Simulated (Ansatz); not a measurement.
System: Ti.

The calculation's input:

```
crystal:
  lattice:
    - [2.9146041836, 0.0, 0.0]
    - [0.0, 2.9146041836, 0.0]
    - [0.0, 0.0, 4.1002738423]
  atoms:
    - { symbol: Ti, position: [0.5, 0.0, 0.5] }
    - { symbol: Ti, position: [0.0, 0.5, 0.0] }
basis:
  ecutwfc: 500
kpoints:
  mp_grid: { grid: [12, 12, 8] }
hamiltonian:
  xc: r2scan
scf:
  occupations: { method: gaussian, width: 0.1 }
output:
  forces: true
  stress: true
  eigenvalues: true
  write_density: true
  write_potential: true
  elf: true
  volumetric_format: npy
relax:
  adjacent_minimum: "off"
  f_tol: 0.025
  max_steps: 70
  cell: { stress_tol: 0.12 }
```

Run with:

```sh
ansatz run input.yaml --threads 2 --pin off --max-ram 5120MiB --backend cpu --events-out ev --progress --plain --runs-dir out
```

Below, planes, directions and counts refer to the conventional cell (a = 2.89 Å, b = 2.89 Å, c = 4.17 Å, α = 90.00°, β = 90.00°, γ = 90.00°).

The fields are those of the relaxed geometry.

Space group I4/mmm; a structure from a database of computed crystals, not necessarily the ambient phase; computed without spin polarisation.

Method: DFT r2SCAN, scalar-relativistic, plane waves, PAW in Ansatz.

**Predict the valence pseudo-density and electron localisation function between the atoms.**

Ti–Ti (2.89 Å): ρ at the midpoint is about 0.19 e/Å³; the ELF is about 0.20 at the midpoint; no shared electron pair shows on this line.
The ELF has a maximum of about 0.80 in the space between the atoms, 2.0 Å from six Ti atoms, on no atom or two-centre bond.

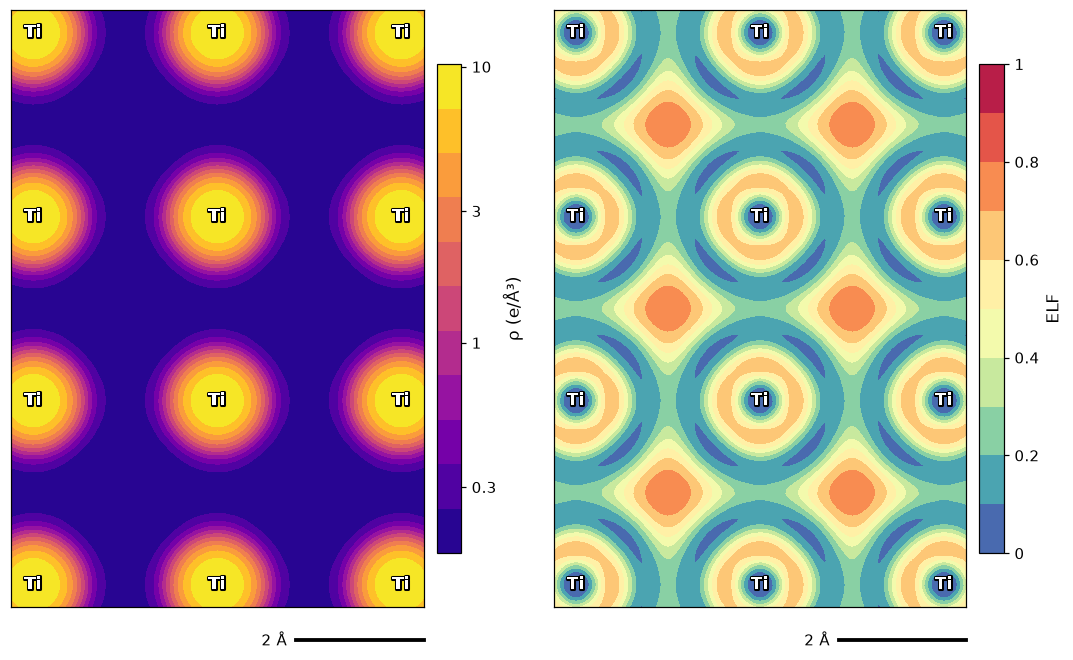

Computed valence pseudo-density and electron localisation function on the (001) plane of the conventional cell, in this order. 
